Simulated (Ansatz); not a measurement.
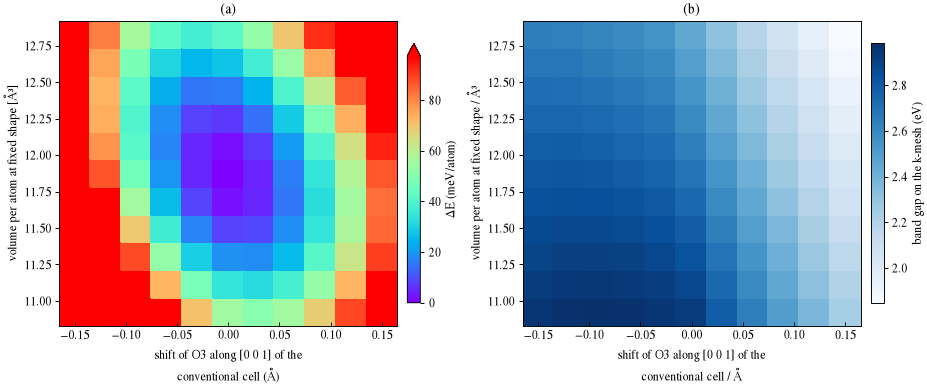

TiO₂ (I4_1/amd, No. 141; 6 atoms in the cell). The energy is mapped over a free internal coordinate and the cell. The first coordinate is: shift of O3 along [0 0 1] of the conventional cell, Cartesian (0.0075 0 1), its symmetry partners moved as symmetry demands (measured in the relaxed cell); the second: volume per atom at fixed shape. Nothing is relaxed (all other coordinates fixed). The scan uses an 11 × 11 grid. Points are written as (first, second). Energies: meV/atom, counted from the lowest grid point. Level of theory: DFT PBE+U, scalar-relativistic, plane waves, PAW (Ansatz). Settings: cutoff 520 eV, k-mesh 6×6×6, gaussian smearing 0.05 eV, U_eff Ti 4 eV, no spin polarisation.

Panel (a) is the energy and panel (b) the computed band gap on the k-mesh on the same grid.

In the figure: one coloured cell a grid point, one colour for all values above the top of the scale.

How does the band gap on the k-mesh vary over the map, and what is it at the lowest grid point?

It runs from 1.85 eV at (0.15 Å, 12.827 Å³) to 2.98 eV at (−0.09 Å, 10.926 Å³). At the lowest grid point, (0.00 Å, 11.876 Å³), it is 2.69 eV.

PAW datasets: the set soft_1.
